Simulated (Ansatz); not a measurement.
**Ni: geometry relaxation (part 2 of 2)**

Continued. System: Ni (1 atom in the cell). Method: DFT PBE, scalar-relativistic, plane waves, PAW, spin-polarised (Ansatz 0.2.0); cutoff 420 eV, 20×20×20 k-mesh, Gaussian smearing of 0.1 eV, collinear spins. The structure was made by swapping elements on the sites of another compound; it need not be a known phase. It belongs to a series of runs on one base structure; here: Cu -> Ni on all its sites, cell and atoms relaxed.

Geometry of the input (Å; fractional positions):
```
0.0000  1.7405  1.7405
1.7405  0.0000  1.7405
1.7405  1.7405  0.0000
Ni 0.0000  0.0000  0.0000
```

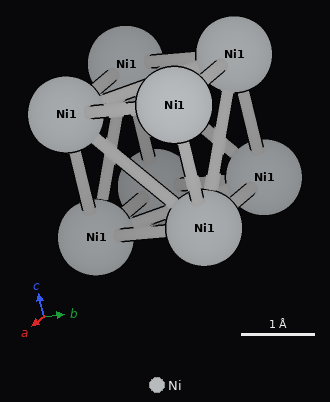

*The geometry at step 2 of the log (ball-and-stick view of the cell of the calculation, seen slightly off an axis; atoms are numbered from 1 in the order of the input).*

## What the program printed, continued
```
SCF iter   1: F=—  HF=-5839.725811 eV  |F-HF|=—  |Δ(HF+E_count)|=         —  Δρ=3.17e-3 (↑2.52e-3 ↓3.17e-3)  dr2=2.09e-3  dr2_m=1.13e-5  M=0.633 μB ∫|m|=0.726 μB  β_m=0.65  ethr=1.43e-5  ⟨swp⟩=2.1  Hψ=45091  notcnv=0
preconditioner: auto → none  [metal: Δε(μ)=0.002 eV  Ē_g=16.768 eV  σ=0.100 eV  W_gap=0.01  n_scr=0 (ndim 8)  ℏωp=35.6 eV  f_vac=0.000  D(μ)=1.72/eV (n_scr^D=26)]
SCF iter   2: F=—  HF=-5839.726865 eV  |F-HF|=—  |Δ(HF+E_count)|=   1.05e-3  Δρ=5.12e-3 (↑4.53e-3 ↓5.12e-3)  dr2=5.28e-3  dr2_m=1.18e-5  M=0.637 μB ∫|m|=0.729 μB  β_m=0.27  ethr=1.16e-5  ⟨swp⟩=2.1  Hψ=13264  notcnv=0  recentre
SCF iter   3: F=—  HF=-5839.725179 eV  |F-HF|=—  |Δ(HF+E_count)|=   1.69e-3  Δρ=1.91e-4 (↑1.90e-4 ↓1.91e-4)  dr2=6.52e-6  dr2_m=7.32e-7  M=0.635 μB ∫|m|=0.727 μB  β_m=0.46  ethr=1.16e-5  ⟨swp⟩=2.1  Hψ=10381  notcnv=0
SCF iter   4: F=—  HF=-5839.725355 eV  |F-HF|=—  |Δ(HF+E_count)|=   1.75e-4  Δρ=3.22e-4 (↑8.91e-5 ↓3.22e-4)  dr2=9.67e-6  dr2_m=2.03e-6  M=0.636 μB ∫|m|=0.728 μB  β_m=0.73  ethr=3.62e-8  ⟨swp⟩=2.0  Hψ=12647  notcnv=0
SCF iter   5: F=—  HF=-5839.725438 eV  |F-HF|=—  |Δ(HF+E_count)|=   8.34e-5  Δρ=4.89e-4 (↑2.07e-4 ↓4.89e-4)  dr2=3.00e-5  dr2_m=2.33e-6  M=0.637 μB ∫|m|=0.729 μB  β_m=0.42  ethr=3.62e-8  ⟨swp⟩=1.0  Hψ=7212  notcnv=0
SCF iter   6: F=—  HF=-5839.725507 eV  |F-HF|=—  |Δ(HF+E_count)|=   6.86e-5  Δρ=1.63e-4 (↑1.63e-4 ↓1.60e-4)  dr2=6.75e-6  dr2_m=2.52e-9  M=0.638 μB ∫|m|=0.730 μB  β_m=0.62  ethr=3.62e-8  ⟨swp⟩=2.0  Hψ=11982  notcnv=0
SCF iter   7: F=—  HF=-5839.725506 eV  |F-HF|=—  |Δ(HF+E_count)|=   3.69e-7  Δρ=9.74e-5 (↑8.20e-5 ↓9.74e-5)  dr2=2.09e-6  dr2_m=7.75e-9  M=0.638 μB ∫|m|=0.730 μB  β_m=0.81  ethr=3.62e-8  ⟨swp⟩=1.0  Hψ=7176  notcnv=0
SCF iter   8: F=—  HF=-5839.725506 eV  |F-HF|=—  |Δ(HF+E_count)|=   5.60e-7  Δρ=2.49e-5 (↑1.80e-5 ↓2.49e-5)  dr2=1.19e-7  dr2_m=1.44e-9  M=0.638 μB ∫|m|=0.730 μB  β_m=0.82  ethr=1.16e-8  ⟨swp⟩=1.2  Hψ=7672  notcnv=0
SCF iter   9: F=-5839.725506 eV  HF=-5839.725506 eV  |F-HF|=1.91e-10  |Δ(HF+E_count)|=   1.45e-8  Δρ=1.07e-6 (↑1.07e-6 ↓5.42e-7)  dr2=1.62e-10  dr2_m=7.92e-12  M=0.638 μB ∫|m|=0.730 μB  ethr=5.56e-10  ⟨swp⟩=3.0  Hψ=24445  notcnv=0
SCF 3 converged in 9 iterations: F = -5839.725506 eV  dr2 = 1.62e-10
relax step   3: F+E_penalty+E_count = -5839.72550578 eV  Δ(F+E_penalty+E_count) = -1.908e-3 eV  max|allowed force component| = 0.000e0 eV/Å  Δτ_max = 0.0000 Å  P = +0.198 GPa  Ω = 10.880 Å³  energy of the carried Pulay correction = -1.314e-4 eV  (9 SCF iters, dr2 threshold 1.00e-7 eV, accepted)
Crystal: 1 atoms, lattice volume = 10.891 Å³
iter 1 solved again at ethr=5.28e-8 eV; its pass at ethr=3.10e-3 eV (dr2=9.51e-6 eV) is discarded
SCF iter   1: F=—  HF=-5839.725509 eV  |F-HF|=—  |Δ(HF+E_count)|=         —  Δρ=1.91e-4 (↑1.55e-4 ↓1.91e-4)  dr2=7.72e-6  dr2_m=3.60e-8  M=0.638 μB ∫|m|=0.730 μB  β_m=0.65  ethr=5.28e-8  ⟨swp⟩=2.1  Hψ=43830  notcnv=0
preconditioner: auto → none  [metal: Δε(μ)=0.003 eV  Ē_g=16.732 eV  σ=0.100 eV  W_gap=0.02  n_scr=0 (ndim 8)  ℏωp=35.6 eV  f_vac=0.000  D(μ)=1.71/eV (n_scr^D=26)]
SCF iter   2: F=—  HF=-5839.725513 eV  |F-HF|=—  |Δ(HF+E_count)|=   3.86e-6  Δρ=3.11e-4 (↑2.75e-4 ↓3.11e-4)  dr2=1.94e-5  dr2_m=4.30e-8  M=0.638 μB ∫|m|=0.730 μB  β_m=0.30  ethr=4.29e-8  ⟨swp⟩=2.1  Hψ=11344  notcnv=0
SCF iter   3: F=—  HF=-5839.725507 eV  |F-HF|=—  |Δ(HF+E_count)|=   6.20e-6  Δρ=1.08e-5 (↑1.08e-5 ↓1.07e-5)  dr2=1.32e-8  dr2_m=2.61e-9  M=0.638 μB ∫|m|=0.730 μB  β_m=0.48  ethr=4.29e-8  ⟨swp⟩=2.1  Hψ=10006  notcnv=0
SCF iter   4: F=—  HF=-5839.725508 eV  |F-HF|=—  |Δ(HF+E_count)|=   6.23e-7  Δρ=2.10e-5 (↑6.08e-6 ↓2.10e-5)  dr2=4.37e-8  dr2_m=7.94e-9  M=0.638 μB ∫|m|=0.730 μB  β_m=0.74  ethr=7.35e-11  ⟨swp⟩=2.0  Hψ=11945  notcnv=0
SCF iter   5: F=—  HF=-5839.725508 eV  |F-HF|=—  |Δ(HF+E_count)|=   3.03e-7  Δρ=2.88e-5 (↑1.22e-5 ↓2.88e-5)  dr2=1.04e-7  dr2_m=8.07e-9  M=0.638 μB ∫|m|=0.730 μB  β_m=0.87  ethr=7.35e-11  ⟨swp⟩=2.3  Hψ=9077  notcnv=0
SCF iter   6: F=—  HF=-5839.725508 eV  |F-HF|=—  |Δ(HF+E_count)|=   1.29e-7  Δρ=2.30e-5 (↑1.40e-5 ↓2.30e-5)  dr2=8.67e-8  dr2_m=2.51e-9  M=0.638 μB ∫|m|=0.730 μB  β_m=0.87  ethr=7.35e-11  ⟨swp⟩=3.0  Hψ=14106  notcnv=0
SCF iter   7: F=—  HF=-5839.725508 eV  |F-HF|=—  |Δ(HF+E_count)|=   8.21e-8  Δρ=1.32e-5 (↑7.88e-6 ↓1.32e-5)  dr2=2.81e-8  dr2_m=8.27e-10  M=0.638 μB ∫|m|=0.730 μB  β_m=0.93  ethr=7.35e-11  ⟨swp⟩=2.5  Hψ=11620  notcnv=0
SCF iter   8: F=-5839.725508 eV  HF=-5839.725508 eV  |F-HF|=6.92e-9  |Δ(HF+E_count)|=   2.44e-8  Δρ=7.58e-6 (↑4.07e-6 ↓7.58e-6)  dr2=8.71e-9  dr2_m=3.56e-10  M=0.638 μB ∫|m|=0.730 μB  ethr=7.35e-11  ⟨swp⟩=2.5  Hψ=22245  notcnv=0
SCF 4 converged in 8 iterations: F = -5839.725508 eV  dr2 = 8.71e-9
relax step   4: F+E_penalty+E_count = -5839.72550829 eV  Δ(F+E_penalty+E_count) = -2.503e-6 eV  max|allowed force component| = 0.000e0 eV/Å  Δτ_max = 0.0000 Å  P = +0.003 GPa  Ω = 10.891 Å³  energy of the carried Pulay correction = -1.355e-4 eV  (8 SCF iters, dr2 threshold 9.80e-8 eV, accepted)
Initial wavefunctions: pseudopotential atomic-orbital guess (no wavefunctions were taken with the density)
iter 1 solved again at ethr=1.72e-7 eV; its pass at ethr=3.10e-3 eV (dr2=3.10e-5 eV) is discarded
SCF iter   1: F=—  HF=-5839.725449 eV  |F-HF|=—  |Δ(HF+E_count)|=         —  Δρ=4.42e-4 (↑4.42e-4 ↓3.35e-4)  dr2=1.50e-6  dr2_m=5.86e-7  M=0.638 μB ∫|m|=0.730 μB  β_m=0.65  ethr=1.72e-7  ⟨swp⟩=2.3  Hψ=52366  notcnv=0
preconditioner: auto → none  [metal: Δε(μ)=0.003 eV  Ē_g=16.729 eV  σ=0.100 eV  W_gap=0.02  n_scr=0 (ndim 8)  ℏωp=35.6 eV  f_vac=0.000  D(μ)=1.71/eV (n_scr^D=26)]
SCF iter   2: F=—  HF=-5839.725598 eV  |F-HF|=—  |Δ(HF+E_count)|=   1.49e-4  Δρ=1.55e-4 (↑1.55e-4 ↓1.17e-4)  dr2=1.74e-7  dr2_m=7.15e-8  M=0.638 μB ∫|m|=0.730 μB  β_m=0.62  ethr=8.36e-9  ⟨swp⟩=1.0  Hψ=7247  notcnv=0
SCF iter   3: F=—  HF=-5839.725619 eV  |F-HF|=—  |Δ(HF+E_count)|=   2.07e-5  Δρ=2.60e-5 (↑2.60e-5 ↓2.22e-5)  dr2=9.16e-8  dr2_m=7.88e-10  M=0.638 μB ∫|m|=0.730 μB  β_m=0.47  ethr=9.66e-10  ⟨swp⟩=2.3  Hψ=10697  notcnv=0
SCF iter   4: F=—  HF=-5839.725619 eV  |F-HF|=—  |Δ(HF+E_count)|=   1.18e-7  Δρ=9.51e-6 (↑7.30e-6 ↓9.51e-6)  dr2=9.91e-9  dr2_m=7.27e-10  M=0.638 μB ∫|m|=0.730 μB  β_m=0.61  ethr=5.09e-10  ⟨swp⟩=2.1  Hψ=9723  notcnv=0
SCF iter   5: F=—  HF=-5839.725619 eV  |F-HF|=—  |Δ(HF+E_count)|=   4.12e-8  Δρ=3.68e-6 (↑1.46e-6 ↓3.68e-6)  dr2=1.36e-9  dr2_m=2.03e-10  M=0.638 μB ∫|m|=0.730 μB  β_m=0.81  ethr=5.51e-11  ⟨swp⟩=2.1  Hψ=9429  notcnv=0
SCF iter   6: F=—  HF=-5839.725618 eV  |F-HF|=—  |Δ(HF+E_count)|=   1.22e-6  Δρ=1.09e-6 (↑3.48e-7 ↓1.09e-6)  dr2=1.29e-10  dr2_m=1.60e-11  M=0.638 μB ∫|m|=0.730 μB  β_m=0.88  ethr=7.56e-12  ⟨swp⟩=2.0  Hψ=9700  notcnv=0
SCF iter   7: F=—  HF=-5839.725618 eV  |F-HF|=—  |Δ(HF+E_count)|=  3.19e-10  Δρ=3.03e-7 (↑6.05e-8 ↓3.03e-7)  dr2=8.23e-12  dr2_m=1.62e-12  M=0.638 μB ∫|m|=0.730 μB  β_m=0.94  ethr=1.00e-12  ⟨swp⟩=2.2  Hψ=10099  notcnv=0
SCF iter   8: F=-5839.725618 eV  HF=-5839.725618 eV  |F-HF|=1.46e-11  |Δ(HF+E_count)|=  1.09e-11  Δρ=3.63e-7 (↑1.97e-7 ↓3.63e-7)  dr2=2.02e-11  dr2_m=8.28e-13  M=0.638 μB ∫|m|=0.730 μB  ethr=1.00e-12  ⟨swp⟩=3.0  Hψ=24788  notcnv=0
SCF 5 converged in 8 iterations: F = -5839.725618 eV  dr2 = 2.02e-11
relax step   5: F+E_penalty+E_count = -5839.72561768 eV  Δ(F+E_penalty+E_count) = -1.094e-4 eV  max|allowed force component| = 0.000e0 eV/Å  Δτ_max = 0.0000 Å  P = -0.014 GPa  Ω = 10.891 Å³  stress off target by 1.44e-2 GPa  SCF on the basis re-selected at this cell (its energy is not comparable with the rows above)  (8 SCF iters)
basis re-selected at this cell: Δ(F+E_penalty+E_count) = -1.094e-4 eV, ΔP = -0.017 GPa vs the last step (what re-selecting the basis moved, of the pressure what is left beyond the Pulay correction that the steps carried, after the strain that the cell walked since its last selection, with what the two solves' SCF thresholds leave and, on support functions, any second-order correction that the steps lacked; it is no measure of the basis error at this ecutwfc). This SCF's stress stands 1.44e-2 GPa from its target on what of the cell is left free (relax.cell.stress_tol is 1.00e-1 GPa) and its largest allowed force component is 0.00e0 eV/Å (relax.f_tol is 1.00e-2 eV/Å): within both
SCF converged after 8 iterations
Magnetization: 0.6382 μB (9.3191 up, 8.6809 down)
Absolute magnetization: 0.7312 μB (∫|ρ↑−ρ↓|, with the PAW one-centre terms)
Spin contamination: 0.0072 ħ² per cell (⟨S²⟩ above its minimum at these occupations)
Per-site moments (μB) at R_I (Å): [(0.6775067043578967, 1.0263103591090401)]
Free energy (F): -5839.725618 eV
Harris-Foulkes:  -5839.725618 eV  (|F-HF|=1.46e-11)
Internal energy: -5839.717090 eV  (E = F + TS)
E sigma→0 (E₀):  -5839.721354 eV
Entropy (-TS):   -0.008527 eV (-8.527 meV/atom)
Fermi energy:    18.167876 eV
--- Per-component energies (eV) ---
  E_band       = -284.707136
  E_kinetic    = 282.072003
  E_local      = -3438.528662  (includes V_loc(G=0)·N_el)
  E_nonlocal   = 635.506429
  E_hartree    = 1435.278299
  E_xc         = -84.795502
  E_vxc        = -109.343355  (∫ρ·V_xc dr)
  E_paw        = -1629.601976  (= ΣΔE_a)
  E_vpaw       = -524.970392  (= ΣTr[D̂ρ^β])
  E_aug_tail   = 0.000586  (compensation charges beyond the density's cutoff)
  E_ewald      = -3039.648268
  E_smearing   = -0.008527  (= −TS)
  E_closure    = 0.000000  (closes the sum)
  Σ components = -5839.725618   (vs F -5839.725618, Δ=0.00e0)
--- Forces (eV/Å), atoms counted from 1 ---
  atom   1  Ni    -0.00000000    -0.00000000    -0.00000000
  max |Σ_I F_I| component: 6.57e-32 eV/Å
--- Stress (GPa, compression-positive) ---
       -0.014376      -0.000000      -0.000000
       -0.000000      -0.014376      -0.000000
       -0.000000      -0.000000      -0.014376
  P = ⅓ Tr σ = -0.0144 GPa (-0.144 kbar)
--- Band table (eV; the first three rows and the last of 512) ---
  k-point 0 ↑: bands = ["-85.5188", "-45.7762", "-45.7762", "-45.7762", "9.0428", "15.6947", "15.6947", "15.6947", "16.8867", "16.8867", "41.6437", "45.6065", "45.6065", "45.6065"]
  k-point 1 ↑: bands = ["-85.5180", "-45.7816", "-45.7769", "-45.7769", "9.1408", "15.6691", "15.7170", "15.7170", "16.8770", "16.8770", "41.3471", "44.1995", "45.3255", "45.3255"]
  k-point 2 ↑: bands = ["-85.5156", "-45.7971", "-45.7792", "-45.7792", "9.4314", "15.5980", "15.7773", "15.7773", "16.8545", "16.8545", "39.9150", "42.9586", "44.7757", "44.7757"]
  k-point 255 ↓: bands = ["-84.6206", "-45.0912", "-45.0912", "-45.0282", "14.7415", "15.6675", "15.6675", "17.3931", "18.5666", "25.9997", "25.9997", "28.2244", "29.2764", "48.2631"]
--- Relaxed structure (4 steps of the walk, 4 accepted, 1 SCFs on fresh bases) ---
  F+E_penalty+E_count = -5839.72561768 eV   max|allowed force component| = 0.000e0 eV/Å   (the final SCF, on the basis selected at the relaxed cell)
  cell:  # Å, volume = 10.8905 Å³
    - [2.627301210415959e-35, 1.759299429158795, 1.759299429158795]
    - [1.759299429158795, 4.060374582759502e-35, 1.759299429158795]
    - [1.759299429158795, 1.759299429158795, 2.5636090540505933e-34]
  atoms:
    - { symbol: Ni, position: [0.0, 0.0, 0.0] }
--- Löwdin populations: 1 site ---
  site symbol       q [e]    m [muB]
     0     Ni     17.7788     0.6689
  spilling = 0.012287 (of n_electrons = 18.000000)
```

## File populations.tsv
```
# site	symbol	l	j	q_up	q_dn
# orbitals = lowdin
# n_electrons = 18.000000
# spilling = 0.012287
0	Ni	0_3S	-	0.998002	0.998074
0	Ni	0_4S	-	0.471776	0.484716
0	Ni	1_3P	-	2.999088	2.999061
0	Ni	2_3D	-	4.755009	4.073101
```

## Trajectory as extended XYZ (Å, eV, eV/Å), 5 frames, from step=1 to step=5
```
1
Lattice="0.0000 1.7405 1.7405 1.7405 0.0000 1.7405 1.7405 1.7405 0.0000" Properties=species:S:1:pos:R:3:forces:R:3 step=1 energy=-5839.71840 pressure_GPa=6.94
Ni    0.0000    0.0000    0.0000    0.0000   0.0000   0.0000
1
Lattice="0.0000 1.7494 1.7494 1.7494 0.0000 1.7494 1.7494 1.7494 0.0000" Properties=species:S:1:pos:R:3:forces:R:3 step=2 energy=-5839.72360 pressure_GPa=3.53
Ni    0.0000    0.0000    0.0000    0.0000   0.0000   0.0000
1
Lattice="0.0000 1.7587 1.7587 1.7587 0.0000 1.7587 1.7587 1.7587 0.0000" Properties=species:S:1:pos:R:3:forces:R:3 step=3 energy=-5839.72551 pressure_GPa=0.20
Ni    0.0000    0.0000    0.0000    0.0000   0.0000   0.0000
1
Lattice="0.0000 1.7593 1.7593 1.7593 0.0000 1.7593 1.7593 1.7593 0.0000" Properties=species:S:1:pos:R:3:forces:R:3 step=4 energy=-5839.72551 pressure_GPa=0.00
Ni    0.0000    0.0000    0.0000    0.0000   0.0000   0.0000
1
Lattice="0.0000 1.7593 1.7593 1.7593 0.0000 1.7593 1.7593 1.7593 0.0000" Properties=species:S:1:pos:R:3:forces:R:3 step=5 energy=-5839.72562 pressure_GPa=-0.01
Ni    0.0000    0.0000    0.0000    0.0000   0.0000   0.0000
```

## Summary

| quantity | value |
| --- | --- |
| outcome | converged |
| space group (tolerance 0.01 Å) | Fm-3m (225) |
| electrons treated | 18 |
| free energy | −5839.7256 eV |
| Fermi energy | 18.168 eV |
| gap on the k-point mesh | none (metallic) |
| net moment of the cell | 0.64 μB |
| integrated absolute moment | 0.73 μB |
| pressure | −0.01 GPa |
| final volume | 10.89 Å³ |
| largest force (length of the vector) at the end | under 0.001 eV/Å |
| final cell | a = 2.488 Å, b = 2.488 Å, c = 2.488 Å, α = 60.00°, β = 60.00°, γ = 60.00° |
| hardware | 1 thread of Oxide Virtual Turin-like (Zen 5), 32 GiB of memory available, shared host |
| wall time | 25 s |
| peak memory | 0.4 GiB |
